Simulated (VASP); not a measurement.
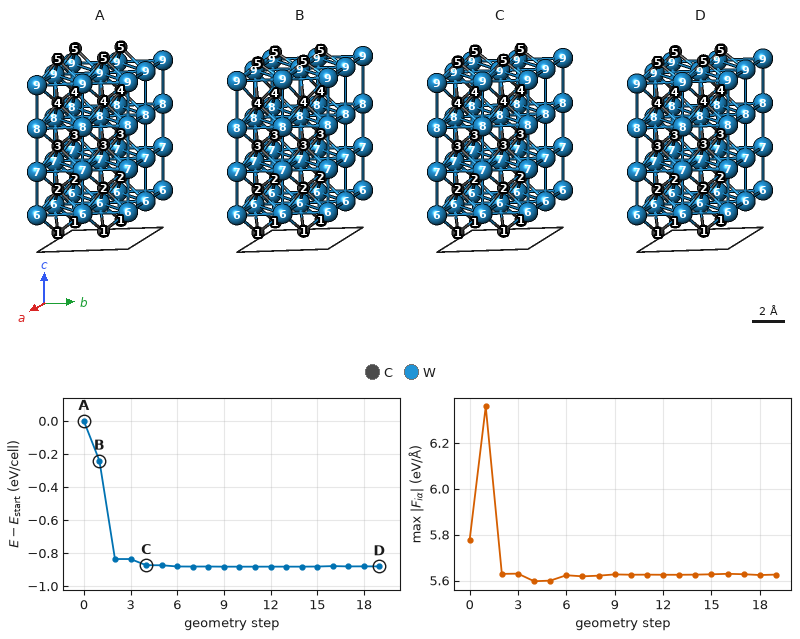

Frames of a relaxation of a slab of composition W4C5, marked on the history of the run. Style: ball-and-stick. Shown: the 2 × 2 repeat of the cell, outlined in the plane, without the vacuum, slightly off an axis.

The run lets the atoms move in a fixed cell. 4 atoms are held fixed.

Computed with Kohn-Sham DFT of a periodic cell, PBE with dDsC, VASP PAW PBE potentials, recommended (VASP 6.6.1).

Input file:
```
SYSTEM = W4C5
PREC     = Accurate       ! precision mode
ENCUT    = 520            ! plane-wave cutoff, eV
EDIFF    = 1E-7           ! SCF threshold, eV
ISMEAR   = 0              ! smearing method
SIGMA    = 0.05           ! smearing width, eV
LREAL    = .False.        ! projectors in reciprocal space
LASPH    = .True.         ! aspherical terms in the spheres
NELM     = 80             ! most SCF steps
ALGO     = Normal         ! electronic algorithm
ISIF     = 2              ! what is computed and relaxed
LWAVE    = .False.        ! write WAVECAR
LCHARG   = .False.        ! write CHGCAR
LDIPOL   = .True.       
IDIPOL   = 3            
DIPOL    = 0.5 0.5 0.500
GGA      = PE             ! functional
IVDW     = 4              ! dispersion correction
IBRION   = 2              ! ionic algorithm
NSW      = 60             ! ionic steps
EDIFFG   = -0.01          ! ionic threshold
```

Run as
```bash
cat potpaw_PBE.64/C/POTCAR potpaw_PBE.64/W_sv/POTCAR > POTCAR
mpirun -np 1 vasp_std > vasp.out
```

> Describe the path.

The energy falls by 0.879 eV per cell of the calculation in 19 geometry steps. The largest force component goes from 5.8 to 5.6 eV/Å. The atom that moves furthest is C5 (0.19 Å along the normal (−c)). By element the largest moves are C 0.19 Å, W 0.11 Å. The cell stays as it was. Among the contacts that change: C5–W9 2.192 → 2.009 Å, W8–W9 2.829 → 2.908 Å, C4–W9 2.192 → 2.265 Å, W7–W8 2.829 → 2.861 Å. Among the angles between lasting bonds that change: W9–C5–W9 82.8° → 92.4°, W9–C4–W9 82.8° → 79.6°. From step 0 to 1: W9 moves most (0.28 Å), energy −0.240 eV per cell of the calculation. From step 1 to 4: W9 moves most (0.13 Å), energy −0.632 eV per cell of the calculation. From step 4 to 19: C5 moves most (0.04 Å), energy −7.3 meV per cell of the calculation.

```
step  E − E(0), meV/atom  largest force component, eV/Å
   0                0.00                         5.7760
   1              -26.68                         6.3595
   2              -92.76                         5.6292
   3              -92.76                         5.6302
   4              -96.90                         5.5971
   5              -96.94                         5.5998
   6              -97.76                         5.6232
   7              -97.81                         5.6185
   8              -97.79                         5.6214
   9              -97.88                         5.6269
  10              -97.89                         5.6255
  11              -97.89                         5.6258
  12              -97.87                         5.6254
  13              -97.87                         5.6252
  14              -97.87                         5.6259
  15              -97.80                         5.6274
  16              -97.50                         5.6295
  17              -97.72                         5.6277
  18              -97.68                         5.6242
  19              -97.71                         5.6261
```
